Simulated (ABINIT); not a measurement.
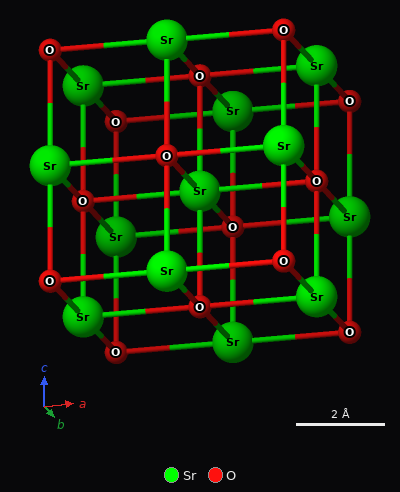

Figure 1. The structure (ball-and-stick view of the cell 4 times as large as that of the calculation, set on its symmetry axes, seen at an oblique angle). Near neighbours in the crystal (not all of them lie inside the picture): Sr has 6 O at 2.76 Å; O has 6 Sr at 2.76 Å.

## Density-of-states run of SrO (part 1 of 2)

SrO (Fm-3m, 2 atoms in the cell), computed with Kohn-Sham DFT of a periodic cell, SOGGA, JTH PAW PBE v2.0, no spin polarisation (ABINIT 10.8.3).

The structure derives from an entry of the Crystallography Open Database. The geometry was changed: volume scaled by 1.25.

The program's output:
```
.Version 10.8.3 of ABINIT
 DATASET    1 : space group Fm -3 m (#225); Bravais cF (face-center cubic)
================================================================================
 Values of the parameters that define the memory need for DATASET  1.
     intxc =       0    ionmov =       0      iscf =      17    lmnmax =      18
     lnmax =       6     mgfft =      32  mpssoang =       3    mqgrid =    3001
     natom =       2  nloc_mem =       2    nspden =       1   nspinor =       1
    nsppol =       1      nsym =      48    n1xccc =       1    ntypat =       2
    occopt =       3   xclevel =       2
       mpw =        1516          nfft =       32768          nkpt =          35
 PAW method is used; the additional fine FFT grid is defined by:
   mgfftf=        48    nfftf =    110592
================================================================================
================================================================================

 DATASET    2 : space group Fm -3 m (#225); Bravais cF (face-center cubic)
================================================================================
 Values of the parameters that define the memory need for DATASET  2.
     intxc =       0    ionmov =       0      iscf =      -3    lmnmax =      18
     lnmax =       6     mgfft =      32  mpssoang =       3    mqgrid =    3001
     natom =       2  nloc_mem =       2    nspden =       1   nspinor =       1
    nsppol =       1      nsym =      48    n1xccc =       1    ntypat =       2
    occopt =       3   xclevel =       2
       mpw =        1522          nfft =       32768          nkpt =          84
 PAW method is used; the additional fine FFT grid is defined by:
   mgfftf=        48    nfftf =    110592
================================================================================
================================================================================

--------------------------------------------------------------------------------
------------- Echo of variables that govern the present computation ------------
--------------------------------------------------------------------------------
 -outvars: echo values of preprocessed input variables --------
            acell      7.3879615545E+00  7.3879615545E+00  7.3879615545E+00 Bohr
              amu      8.76200000E+01  1.59994000E+01
          chkprim           0
      chksymtnons           0
        dosdeltae1     0.00000000E+00 Hartree
        dosdeltae2     7.34986444E-04 Hartree
             ecut      2.30000000E+01 Hartree
           enunit           1
           getden1          0
           getden2          1
             iscf1         17
             iscf2         -3
                       outvar_i_n : Printing only first  50 k-points.
              ixc     -150130
           jdtset        1    2
                       outvar_i_n : Printing only first  50 k-points.
         kptrlatt1       9    0    0      0    9    0      0    0    9
         kptrlatt2      13    0    0      0   13    0      0    0   13
          kptrlen1     6.64916540E+01
          kptrlen2     9.60435002E+01
            natom           2
            nband1         12
            nband2         16
           nbdbuf1          0
           nbdbuf2          4
           ndtset           2
            ngfft          32      32      32
          ngfftdg          48      48      48
             nkpt1         35
             nkpt2         84
            nstep         100
             nsym          48
           ntypat           2
                       prtocc : prtvol=0, do not print more k-points.
           occopt           3
        pawecutdg      4.50000000E+01 Hartree
         pawxcdev           0
           prtdos1          0
           prtdos2          2
        prtebands           0
           prteig           0
            prtwf           0
            rprim      0.0000000000E+00  7.0710678120E-01  7.0710678120E-01
                       7.0710678120E-01  0.0000000000E+00  7.0710678120E-01
                       7.0710678120E-01  7.0710678120E-01  0.0000000000E+00
          spgroup         225
           tolsym      1.00000000E-06
           tolvrs1     1.00000000E-09
           tolvrs2     0.00000000E+00
           tolwfr1     0.00000000E+00
           tolwfr2     1.00000000E-10
           tsmear      3.67493222E-04 Hartree
            typat      1  2
           useylm           1
                       outvars : Printing only first  50 k-points.
           xangst      2.7644628726E+00  2.7644628726E+00  2.7644628726E+00
                       0.0000000000E+00  0.0000000000E+00  0.0000000000E+00
            xcart      5.2240777144E+00  5.2240777144E+00  5.2240777144E+00
                       0.0000000000E+00  0.0000000000E+00  0.0000000000E+00
             xred      5.0000000000E-01  5.0000000000E-01  5.0000000000E-01
                       0.0000000000E+00  0.0000000000E+00  0.0000000000E+00
            znucl       38.00000    8.00000

================================================================================

 chkinp: Checking input parameters for consistency, jdtset=   1.

 chkinp: Checking input parameters for consistency, jdtset=   2.

================================================================================
== DATASET  1 ==================================================================

--- !DatasetInfo
iteration_state: {dtset: 1, }
dimensions: {natom: 2, nkpt: 35, mband: 12, nsppol: 1, nspinor: 1, nspden: 1, mpw: 1516, }
cutoff_energies: {ecut:  23.0, pawecutdg:  45.0, }
electrons: {nelect:   1.60000000E+01, charge:   0.00000000E+00, occopt:   3.00000000E+00, tsmear:   3.67493222E-04, }
meta: {optdriver: 0, ionmov: 0, optcell: 0, iscf: 17, paral_kgb: 0, }
...

 Real(R)+Recip(G) space primitive vectors, cartesian coordinates (Bohr,Bohr^-1):
 R(1)=  0.0000000  5.2240777  5.2240777  G(1)= -0.0957107  0.0957107  0.0957107
 R(2)=  5.2240777  0.0000000  5.2240777  G(2)=  0.0957107 -0.0957107  0.0957107
 R(3)=  5.2240777  5.2240777  0.0000000  G(3)=  0.0957107  0.0957107 -0.0957107
 Unit cell volume ucvol=  2.8514048E+02 bohr^3
 Angles (23,13,12)=  6.00000000E+01  6.00000000E+01  6.00000000E+01 degrees

 Coarse grid specifications (used for wave-functions):

 getcut: wavevector=  0.0000  0.0000  0.0000  ngfft=  32  32  32
         ecut(hartree)=     23.000   => boxcut(ratio)=   2.00630

 Fine grid specifications (used for densities):

 getcut: wavevector=  0.0000  0.0000  0.0000  ngfft=  48  48  48
         ecut(hartree)=     45.000   => boxcut(ratio)=   2.15152

--- Pseudopotential description ------------------------------------------------
- pspini: atom type   1  psp file is ./Sr.GGA_PBE-JTH.xml
 Pseudopotential format is: paw10
 basis_size (lnmax)=  6 (lmn_size= 18), orbitals=   0   0   1   1   2   2
 Spheres core radius: rc_sph= 2.20669967
 Shapefunction is SIN type: shapef(r)=[sin(pi*r/rshp)/(pi*r/rshp)]**2
 Radius for shape functions =  1.70850426
 Compensation charge density is not taken into account in XC energy/potential

- pspini: atom type   2  psp file is ./O.GGA_PBE-JTH.xml
 Pseudopotential format is: paw10
 basis_size (lnmax)=  4 (lmn_size=  8), orbitals=   0   0   1   1
 Spheres core radius: rc_sph= 1.41465230
 Shapefunction is SIN type: shapef(r)=[sin(pi*r/rshp)/(pi*r/rshp)]**2
 Radius for shape functions =  1.20231231
 Compensation charge density is not taken into account in XC energy/potential

   4.46581426E+02                                ecore*ucvol(ha*bohr**3)
--------------------------------------------------------------------------------

================================================================================

--- !BeginCycle
iteration_state: {dtset: 1, }
solver: {iscf: 17, nstep: 100, nline: 4, wfoptalg: 10, }
tolerances: {tolvrs: 1.00E-09, }
...

     iter   Etot(hartree)      deltaE(h)  residm     nres2
 ETOT  1  -47.227008152495    -4.723E+01 6.983E-02 3.766E+01
 ETOT  2  -47.210608366930     1.640E-02 2.938E-02 5.547E+01
 ETOT  3  -47.164063148093     4.655E-02 6.348E-03 3.386E+00
 ETOT  4  -47.163363132617     7.000E-04 6.974E-04 6.843E-01
 ETOT  5  -47.162359973983     1.003E-03 9.161E-04 1.441E-02
 ETOT  6  -47.162434988941    -7.501E-05 6.698E-04 4.762E-03
 ETOT  7  -47.162422638476     1.235E-05 4.996E-04 2.187E-05
 ETOT  8  -47.162422923824    -2.853E-07 2.712E-04 6.644E-06
 ETOT  9  -47.162422912659     1.117E-08 1.783E-04 2.356E-06
 ETOT 10  -47.162422912061     5.978E-10 8.422E-05 5.744E-07
 ETOT 11  -47.162422911020     1.041E-09 5.280E-05 1.922E-08
 ETOT 12  -47.162422911070    -4.962E-11 2.547E-05 3.938E-09
 ETOT 13  -47.162422911069     4.974E-13 2.345E-05 1.308E-10

 At SCF step   13       nres2   =  1.31E-10 < tolvrs=  1.00E-09 =>converged.

 Cartesian components of stress tensor (hartree/bohr^3)
  sigma(1 1)=  4.45269586E-04  sigma(3 2)=  0.00000000E+00
  sigma(2 2)=  4.45269586E-04  sigma(3 1)=  0.00000000E+00
  sigma(3 3)=  4.45269586E-04  sigma(2 1)=  0.00000000E+00

--- !ResultsGS
iteration_state: {dtset: 1, }
comment   : Summary of ground state results
lattice_vectors:
- [  0.0000000,   5.2240777,   5.2240777, ]
- [  5.2240777,   0.0000000,   5.2240777, ]
- [  5.2240777,   5.2240777,   0.0000000, ]
lattice_lengths: [   7.38796,    7.38796,    7.38796, ]
lattice_angles: [ 60.000,  60.000,  60.000, ] # degrees, (23, 13, 12)
lattice_volume:   2.8514048E+02
convergence: {deltae:  4.974E-13, res2:  1.308E-10, residm:  2.345E-05, diffor: null, }
etotal    :  -4.71624229E+01
entropy   :   0.00000000E+00
fermie    :   1.70470040E-01
cartesian_stress_tensor: # hartree/bohr^3
- [  4.45269586E-04,   0.00000000E+00,   0.00000000E+00, ]
- [  0.00000000E+00,   4.45269586E-04,   0.00000000E+00, ]
- [  0.00000000E+00,   0.00000000E+00,   4.45269586E-04, ]
pressure_GPa:  -1.3100E+01
xred      :
- [  5.0000E-01,   5.0000E-01,   5.0000E-01, Sr]
- [  0.0000E+00,   0.0000E+00,   0.0000E+00,  O]
cartesian_forces: # hartree/bohr
- [ -0.00000000E+00,  -0.00000000E+00,  -0.00000000E+00, ]
- [ -0.00000000E+00,  -0.00000000E+00,  -0.00000000E+00, ]
force_length_stats: {min:   0.00000000E+00, max:   0.00000000E+00, mean:   0.00000000E+00, }
...

 Integrated electronic density in atomic spheres:
 ------------------------------------------------
 Atom  Sphere_radius  Integrated_density
    1        2.20670          7.27733592
    2        1.41465          4.41343240

================================================================================

 ----iterations are completed or convergence reached----

 Mean square residual over all n,k,spin=   12.174E-08; max=  23.454E-06
 reduced coordinates (array xred) for    2 atoms
       0.500000000000      0.500000000000      0.500000000000
       0.000000000000      0.000000000000      0.000000000000
 rms dE/dt=  0.0000E+00; max dE/dt=  0.0000E+00; dE/dt below (all hartree)
    1       0.000000000000      0.000000000000      0.000000000000
    2       0.000000000000      0.000000000000      0.000000000000

 cartesian coordinates (angstrom) at end:
    1      2.76446287257636     2.76446287257636     2.76446287257636
    2      0.00000000000000     0.00000000000000     0.00000000000000
```
